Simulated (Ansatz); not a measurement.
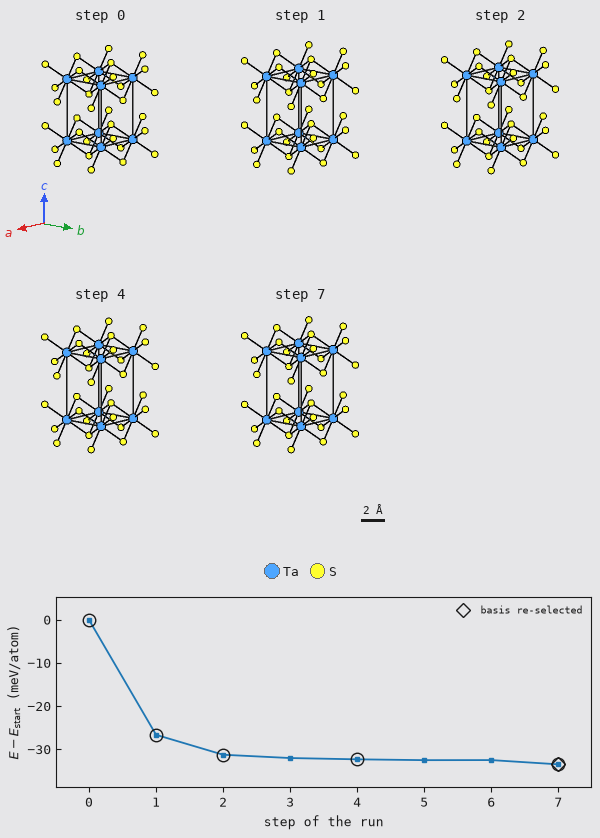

Frames of a relaxation of solid TaS2 (built on the TaS2-type type) (coarse preliminary run), marked on the history of the run. A ball-and-stick model of the cell of the calculation, seen from a free direction.

The calculation used DFT PBE, scalar-relativistic, plane waves, PAW in Ansatz. (plane-wave cutoff 420 eV; k-point mesh 6 × 6 × 4; occupations gaussian; smearing width 0.05 eV; collinear spin; cell and atoms relaxed; force threshold 0.03 eV/Å; at most 60 steps)

Describe the path.

Answer. The largest moves relative to the cell, 0.12 Å, are those of S atoms. Ta stays in place. The volume changes by +14.1 %, with a = b 3.361 → 3.401 Å (+1.2 %), c 5.879 → 6.553 Å (+11.5 %). Near-neighbour distances that change, for instance: S–Ta 2.434 → 2.480 Å, Ta–Ta 3.361 → 3.401 Å. The space group stays P-3m1 (No. 164). After 6 accepted moves (7 points after the start) the energy has fallen by 33.5 meV per atom. Largest force component: 0.97 eV/Å at the start, 0.0098 eV/Å at the end. The pressure goes from 7.72 to 0.02 GPa. At 1 point the geometry stayed and the basis and grid were re-selected for the new cell (energy shift of 1.0 meV per atom at most each time). The program noted that the starting moments weren't kept. The run may lie on a higher electronic state than the lowest, so the end point isn't shown to be the ground-state structure. From step 0 to 1: volume +7.2 %, energy −26.6 meV per atom. From step 1 to 2: S atoms move most (0.05 Å), volume +1.7 %, energy −4.6 meV per atom. From step 2 to 4: S atoms move most (0.04 Å), volume +2.0 %, energy −1.1 meV per atom. From step 4 to 7: S atoms move most (0.04 Å), volume +2.6 %, energy −1.2 meV per atom.

```
step  E − E(0), meV/atom  largest force component, eV/Å  pressure, GPa  volume, Å³/atom                      note
   0                0.00                         0.9719           7.72           19.174                          
   1              -26.63                         0.3594          -2.05           20.561                          
   2              -31.24                         0.0003          -0.09           20.912                          
   3              -32.01                         0.0454           0.51           21.067                          
   4              -32.30                         0.0308           0.32           21.327                          
   5              -32.49                         0.0094           0.03           21.608                          
   6              -32.48                         0.0106          -0.02           21.880                          
   7              -33.47                         0.0098           0.02           21.880  same geometry, new basis
```

Limits of the set-up: layers or molecules are held without a dispersion correction, so their spacing is unreliable.
